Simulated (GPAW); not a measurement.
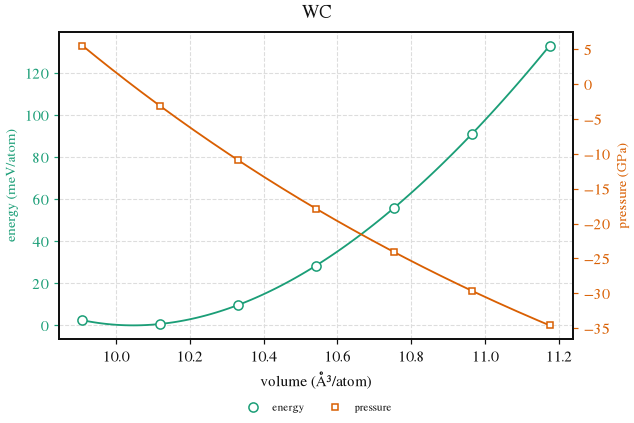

The plot gives the computed energy and pressure against volume for WC, space group Fm-3m (No. 225).

Cell as given: a = 3.101 Å, b = 3.101 Å, c = 3.101 Å, α = 60.00°, β = 60.00°, γ = 60.00°; 2 atoms.

How it was computed, with GPAW 26.7.0: PAW DFT in plane waves, on a grid or in atomic orbitals, no spin polarisation; energies at scaled volumes of the given cell, shape and fractions fixed, counted from the fit's minimum, third-order Birch-Murnaghan fit. Level: LDA.

- k mesh: 10×10×10
- occupations: Fermi–Dirac
- smearing width: 0.05 eV
- potentials: GPAW PAW data sets (gpaw data 1.2.1)
- wave cutoff: 800 eV
- program settings: basis pw

> What equilibrium volume and bulk modulus follow from the curve?

A third-order Birch–Murnaghan fit gives V0 = 10.05 Å³/atom, B0 = 407 GPa and B′ = 4.3.

> Read off the course of the pressure.

It falls from 5.51 GPa at volume 9.91 Å³/atom to −34.61 GPa at 11.17 Å³/atom, and changes sign near 10.04 Å³/atom.
